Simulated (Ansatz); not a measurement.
Consider BaF₂.

```
Ba F
1.0
     6.20010    0.00000    0.00000
     0.00000    6.20010    0.00000
     0.00000    0.00000    6.20010
Ba F
4 8
Direct
  0.00000 0.00000 0.00000
  0.50000 0.50000 0.00000
  0.50000 0.00000 0.50000
  0.00000 0.50000 0.50000
  0.25000 0.25000 0.25000
  0.75000 0.75000 0.25000
  0.75000 0.25000 0.75000
  0.25000 0.75000 0.75000
  0.75000 0.25000 0.25000
  0.25000 0.75000 0.25000
  0.25000 0.25000 0.75000
  0.75000 0.75000 0.75000
```

Space group Fm-3m.

Level of theory: DFT PBE, scalar-relativistic, plane waves, PAW in Ansatz 0.2.0.

**What can the converged valence pseudo-density and electron localisation function tell about the bonding?**

Ba–F (2.68 Å): ρ at the midpoint is about 0.24 e/Å³, with its minimum of 0.2 e/Å³ about 1.5 Å from Ba; the ELF is about 0.15 at the midpoint; a closed-shell, largely ionic contact.

**Does the calculation give a band gap?**

It is gapped, with a Kohn–Sham gap of 6.9 eV on the k-point mesh (the band edges may lie off the mesh, which would make the gap smaller).

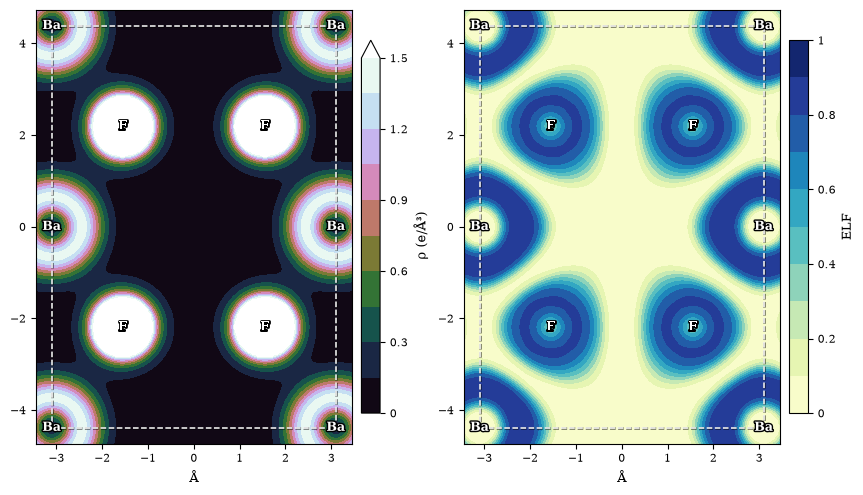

Computed valence pseudo-density and electron localisation function on the (101) plane of the conventional cell, in this order. 
